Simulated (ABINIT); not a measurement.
Run report: Ge, optical-spectrum calculation (part 1 of 2)

The run: optical-spectrum calculation of Ge (P6₃/mmc, 4 atoms in the cell). Method and program: Kohn-Sham DFT of a periodic cell, LDA, PseudoDojo NC SR LDA v0.4.1 standard, no spin polarisation (ABINIT 10.8.3).

The structure derives from a Materials Project entry.

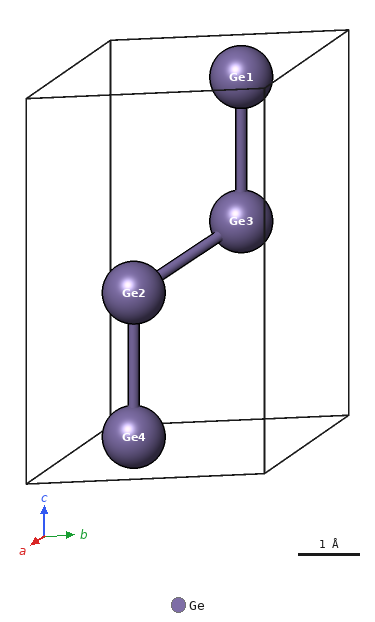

The input geometry (ball-and-stick view of the cell of the calculation, seen slightly off an axis; atoms are numbered from 1 in the order of the input). An atom can appear more than once, as a periodic image.

**Key numbers**

```tsv
quantity	value
outcome	converged
space group (tolerance 0.01 Å)	P6₃/mmc (194)
electrons treated	56
free energy	−9712.7014 eV
Fermi energy	3.828 eV
pressure	−3.91 GPa
largest force (length of the vector)	0.025 eV/Å
hardware	1 thread of Intel Xeon (Granite Rapids), 128 GiB of memory available, shared host
wall time	7.5 min
peak memory	1 GiB
```

Points of doubt noted for this run: cutoff too low for stress.

**The input**
```
# Datasets
ndtset 3

# Pseudopotentials
pp_dirpath "./"
pseudos "Ge.upf"

# Structure
acell 3.9975858431 3.9975858432 6.59937795 Angstrom
rprim
     1.0000000000     0.0000000000     0.0000000000
    -0.5000000000     0.8660254038     0.0000000000
     0.0000000000     0.0000000000     1.0000000000
ntypat 1
znucl 32
natom 4
typat 1 1 1 1
xred
            1/3            2/3   0.9370987500
            2/3            1/3   0.4370987500
            1/3            2/3   0.5629012500
            2/3            1/3   0.0629012500

# Plane-wave basis
ecut 35.0

# k points
ngkpt 8 8 4
nshiftk 1
shiftk 0.0 0.0 0.5
istwfk *1

# Exchange and correlation
ixc 7

# Bands and occupations
occopt 1

# SCF cycle
nstep 80
diemac 6.0

# Output
iomode 3
prteig 0
prtebands 0

# Dataset 1: ground state
nband1 28
tolvrs1 1.0e-12
prtden1 1
prtwf1 0
kptopt1 1

# Dataset 2: empty bands at fixed density
iscf2 -2
getden2 1
nband2 38
nbdbuf2 4
tolwfr2 1.0e-12
nstep2 120
prtden2 0
kptopt2 1

# Dataset 3: wave functions and velocity matrix elements in the full zone
optdriver3 8
wfk_task3 "wfk_optics_fullbz"
getwfk3 2
nband3 34
kptopt3 1
prtevk3 1
inclvkb3 2
```

**File optic.abi**
```
&FILES
 ddkfile_1 = 'runo_DS3_1_EVK.nc',
 ddkfile_2 = 'runo_DS3_2_EVK.nc',
 ddkfile_3 = 'runo_DS3_3_EVK.nc',
 wfkfile = 'runo_DS3_WFK.nc'
/
&PARAMETERS
 broadening = 0.003675,
 domega = 0.002,
 maxomega = 0.8,
 scissor = 0.000000,
 tolerance = 0.002
/
&COMPUTATIONS
 num_lin_comp = 2,
 lin_comp = 11,33,
 num_nonlin_comp = 0
/
```

Command:
```bash
abinit run.abi > log 2>&1
optic optic.abi > optic.log 2>&1
```

**Output**
```
.Version 10.8.3 of ABINIT
 DATASET    1 : space group P6_3/m m c (#194); Bravais hP (primitive hexag.)
================================================================================
 Values of the parameters that define the memory need for DATASET  1.
     intxc =       0    ionmov =       0      iscf =       7    lmnmax =       6
     lnmax =       6     mgfft =      72  mpssoang =       3    mqgrid =    3322
     natom =       4  nloc_mem =       1    nspden =       1   nspinor =       1
    nsppol =       1      nsym =      24    n1xccc =    2501    ntypat =       1
    occopt =       1   xclevel =       1
       mpw =        6118          nfft =      145800          nkpt =          20
================================================================================
================================================================================

 DATASET    2 : space group P6_3/m m c (#194); Bravais hP (primitive hexag.)
================================================================================
 Values of the parameters that define the memory need for DATASET  2.
     intxc =       0    ionmov =       0      iscf =      -2    lmnmax =       6
     lnmax =       6     mgfft =      72  mpssoang =       3    mqgrid =    3322
     natom =       4  nloc_mem =       1    nspden =       1   nspinor =       1
    nsppol =       1      nsym =      24    n1xccc =    2501    ntypat =       1
    occopt =       1   xclevel =       1
       mpw =        6118          nfft =      145800          nkpt =          20
================================================================================
================================================================================

 DATASET    3 : space group P6_3/m m c (#194); Bravais hP (primitive hexag.)
================================================================================
 Values of the parameters that define the memory need for DATASET  3.
     intxc =       0    ionmov =       0      iscf =       7    lmnmax =       6
     lnmax =       6     mgfft =      72  mpssoang =       3    mqgrid =    3322
     natom =       4  nloc_mem =       1    nspden =       1   nspinor =       1
    nsppol =       1      nsym =      24    n1xccc =    2501    ntypat =       1
    occopt =       1   xclevel =       1
       mpw =        6118          nfft =      145800          nkpt =          20
================================================================================
================================================================================

--------------------------------------------------------------------------------
------------- Echo of variables that govern the present computation ------------
--------------------------------------------------------------------------------
 -outvars: echo values of preprocessed input variables --------
            acell      7.5543424083E+00  7.5543424085E+00  1.2471016927E+01 Bohr
              amu      7.26100000E+01
           diemac      6.00000000E+00
             ecut      3.50000000E+01 Hartree
           getden1          0
           getden2          1
           getden3          0
           getwfk1          0
           getwfk2          0
           getwfk3          2
             iscf1          7
             iscf2         -2
             iscf3          7
              ixc           7
           jdtset        1    2    3
         kptrlatt        8    0    0      0    8    0      0    0    4
          kptrlen      4.98840677E+01
            natom           4
            nband1         28
            nband2         38
            nband3         34
           nbdbuf1          0
           nbdbuf2          4
           nbdbuf3          0
           ndtset           3
            ngfft          45      45      72
             nkpt          20
            nstep1         80
            nstep2        120
            nstep3         80
             nsym          24
           ntypat           1
        optdriver1          0
        optdriver2          0
        optdriver3          8
           prtden1          1
           prtden2          0
           prtden3          1
        prtebands           0
           prteig           0
           prtevk1          0
           prtevk2          0
           prtevk3          1
            prtwf1          0
            prtwf2          1
            prtwf3          1
            rprim      1.0000000000E+00  0.0000000000E+00  0.0000000000E+00
                      -5.0000000000E-01  8.6602540380E-01  0.0000000000E+00
                       0.0000000000E+00  0.0000000000E+00  1.0000000000E+00
           shiftk      0.00000000E+00  0.00000000E+00  5.00000000E-01
          spgroup         194
           tolvrs1     1.00000000E-12
           tolvrs2     0.00000000E+00
           tolvrs3     0.00000000E+00
           tolwfr1     0.00000000E+00
           tolwfr2     1.00000000E-12
           tolwfr3     0.00000000E+00
            typat      1  1  1  1
         wfk_task1          0
         wfk_task2          0
         wfk_task3          7
           xangst     -3.3333133618E-11  2.3080072627E+00  6.1842688277E+00
                       1.9987929215E+00  1.1540036314E+00  2.8845798527E+00
                      -3.3333133618E-11  2.3080072627E+00  3.7147980973E+00
                       1.9987929215E+00  1.1540036314E+00  4.1510912228E-01
            xcart     -6.2990493457E-11  4.3615016231E+00  1.1686574373E+01
                       3.7771712041E+00  2.1807508116E+00  5.4510659100E+00
                      -6.2990493457E-11  4.3615016231E+00  7.0199510169E+00
                       3.7771712041E+00  2.1807508116E+00  7.8444255347E-01
             xred      3.3333333333E-01  6.6666666667E-01  9.3709875000E-01
                       6.6666666667E-01  3.3333333333E-01  4.3709875000E-01
                       3.3333333333E-01  6.6666666667E-01  5.6290125000E-01
                       6.6666666667E-01  3.3333333333E-01  6.2901250000E-02
            znucl       32.00000

================================================================================

 chkinp: Checking input parameters for consistency, jdtset=   1.

 chkinp: Checking input parameters for consistency, jdtset=   2.

 chkinp: Checking input parameters for consistency, jdtset=   3.

================================================================================
== DATASET  1 ==================================================================

--- !DatasetInfo
iteration_state: {dtset: 1, }
dimensions: {natom: 4, nkpt: 20, mband: 28, nsppol: 1, nspinor: 1, nspden: 1, mpw: 6118, }
cutoff_energies: {ecut:  35.0, pawecutdg:  -1.0, }
electrons: {nelect:   5.60000000E+01, charge:   0.00000000E+00, occopt:   1.00000000E+00, tsmear:   1.00000000E-02, }
meta: {optdriver: 0, ionmov: 0, optcell: 0, iscf: 7, paral_kgb: 0, }
...

 Exchange-correlation functional for the present dataset will be:
  LDA: Perdew-Wang 92 LSD fit to Ceperley-Alder data - ixc=7
  J.P.Perdew and Y.Wang, PRB 45, 13244 (1992)

 Real(R)+Recip(G) space primitive vectors, cartesian coordinates (Bohr,Bohr^-1):
 R(1)=  7.5543424  0.0000000  0.0000000  G(1)=  0.1323742  0.0764263  0.0000000
 R(2)= -3.7771712  6.5422524  0.0000000  G(2)=  0.0000000  0.1528526  0.0000000
 R(3)=  0.0000000  0.0000000 12.4710169  G(3)=  0.0000000  0.0000000  0.0801859
 Unit cell volume ucvol=  6.1634777E+02 bohr^3
 Angles (23,13,12)=  9.00000000E+01  9.00000000E+01  1.20000000E+02 degrees

 getcut: wavevector=  0.0000  0.0000  0.0000  ngfft=  45  45  72
         ecut(hartree)=     35.000   => boxcut(ratio)=   2.16786

--- Pseudopotential description ------------------------------------------------
- pspini: atom type   1  psp file is ./Ge.upf
  32.00000  14.00000  201201                  znucl, zion, pspdat
12 -1012 2 -1 1524                            pspcod,pspxc,lmax,lloc,mmax
     nproj     2     2     2

   6.78615238E+03                                ecore*ucvol(ha*bohr**3)
--------------------------------------------------------------------------------

================================================================================

--- !BeginCycle
iteration_state: {dtset: 1, }
solver: {iscf: 7, nstep: 80, nline: 4, wfoptalg: 0, }
tolerances: {tolvrs: 1.00E-12, }
...

     iter   Etot(hartree)      deltaE(h)  residm     vres2
 ETOT  1  -343.96588041904    -3.440E+02 8.040E-01 6.856E+03
 ETOT  2  -355.32466783126    -1.136E+01 1.204E-01 9.135E+03
 ETOT  3  -356.62133842355    -1.297E+00 6.917E-02 2.106E+03
 ETOT  4  -356.76886700984    -1.475E-01 1.373E-02 1.183E+03
 ETOT  5  -356.86846433240    -9.960E-02 1.686E-03 4.699E+02
 ETOT  6  -356.92124367363    -5.278E-02 1.514E-03 9.642E+01
 ETOT  7  -356.93477769947    -1.353E-02 1.921E-04 2.638E+00
 ETOT  8  -356.93516653877    -3.888E-04 1.120E-04 1.128E-01
 ETOT  9  -356.93517104022    -4.501E-06 6.178E-05 1.079E-01
 ETOT 10  -356.93518923931    -1.820E-05 5.636E-05 3.059E-05
 ETOT 11  -356.93519093626    -1.697E-06 3.461E-05 1.439E-05
 ETOT 12  -356.93519205965    -1.123E-06 2.625E-05 2.190E-06
 ETOT 13  -356.93519280690    -7.473E-07 1.376E-05 2.135E-07
 ETOT 14  -356.93519330176    -4.949E-07 1.167E-05 2.872E-07
 ETOT 15  -356.93519362921    -3.275E-07 6.308E-06 2.112E-07
 ETOT 16  -356.93519384520    -2.160E-07 5.099E-06 1.600E-07
 ETOT 17  -356.93519398768    -1.425E-07 2.714E-06 2.364E-09
 ETOT 18  -356.93519408155    -9.386E-08 2.200E-06 4.914E-09
 ETOT 19  -356.93519414340    -6.185E-08 1.179E-06 1.062E-09
 ETOT 20  -356.93519418417    -4.078E-08 9.454E-07 3.678E-09
 ETOT 21  -356.93519421102    -2.685E-08 5.088E-07 8.285E-09
 ETOT 22  -356.93519422872    -1.770E-08 4.051E-07 6.174E-09
 ETOT 23  -356.93519424039    -1.167E-08 2.196E-07 2.965E-09
 ETOT 24  -356.93519424810    -7.710E-09 1.734E-07 3.355E-09
 ETOT 25  -356.93519425316    -5.059E-09 9.478E-08 4.457E-09
 ETOT 26  -356.93519425653    -3.366E-09 7.417E-08 2.261E-09
 ETOT 27  -356.93519425873    -2.206E-09 4.093E-08 2.398E-09
 ETOT 28  -356.93519426020    -1.464E-09 3.173E-08 2.519E-09
 ETOT 29  -356.93519426115    -9.508E-10 1.769E-08 1.718E-09
 ETOT 30  -356.93519426179    -6.428E-10 1.358E-08 1.490E-09
 ETOT 31  -356.93519426222    -4.321E-10 7.656E-09 1.329E-09
 ETOT 32  -356.93519426248    -2.591E-10 5.822E-09 2.100E-09
 ETOT 33  -356.93519426267    -1.883E-10 3.318E-09 4.262E-09
 ETOT 34  -356.93519426280    -1.276E-10 2.498E-09 2.938E-09
 ETOT 35  -356.93519426288    -8.095E-11 1.444E-09 3.552E-09
 ETOT 36  -356.93519426293    -4.786E-11 1.073E-09 6.287E-11
 ETOT 37  -356.93519426296    -3.490E-11 6.260E-10 1.911E-12
 ETOT 38  -356.93519426298    -1.739E-11 4.620E-10 7.930E-14

 At SCF step   38       vres2   =  7.93E-14 < tolvrs=  1.00E-12 =>converged.
```
